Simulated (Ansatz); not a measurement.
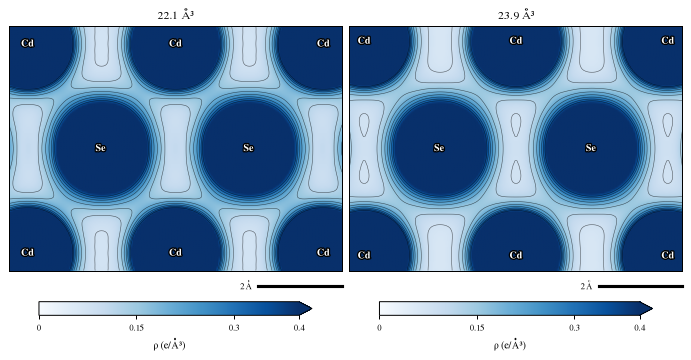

CdSe. The valence electron density of cells scaled evenly to different volumes (given per atom above each panel), on the (101) plane of each (indices in the axes of the cell below), at one length scale and on one colour scale.

A generated structure, not necessarily the stable one.

These are results of Ansatz, Kohn-Sham DFT of a periodic cell, PBE, Ansatz PAW, not measurements.

The largest cell:

```cif
data_structure
_symmetry_space_group_name_H-M 'P 1'
_symmetry_Int_Tables_number 1
_cell_length_a 3.6266
_cell_length_b 3.6266
_cell_length_c 3.6266
_cell_angle_alpha 90.000
_cell_angle_beta 90.000
_cell_angle_gamma 90.000
_cell_volume 47.70
loop_
_atom_site_label
_atom_site_type_symbol
_atom_site_fract_x
_atom_site_fract_y
_atom_site_fract_z
_atom_site_occupancy
Cd1 Cd 0.50000 0.50000 0.50000 1
Se1 Se 0.00000 0.00000 0.00000 1
```

| volume (Å³/atom) | Cd–Se contact in the plane (Å) | ρ at its midpoint (e/Å³) | pressure (GPa) | 
| --- | --- | --- | --- |
| 22.05 | 3.060 | 0.178 | 1.2 | 
| 23.40 | 3.121 | ? | ? | 
| 23.85 | 3.141 | 0.156 | −2.9 | 

Question: What values belong in the row with question marks?

Answer: Over the known rows ln ρ falls by 1.63 per Å of Cd–Se distance (the line through the two), which gives 0.161 e/Å³ at 3.121 Å; the calculation gives 0.161 e/Å³. For the pressure, a straight line in volume between the neighbouring rows gives −1.9 GPa; the calculation gives −2.1.
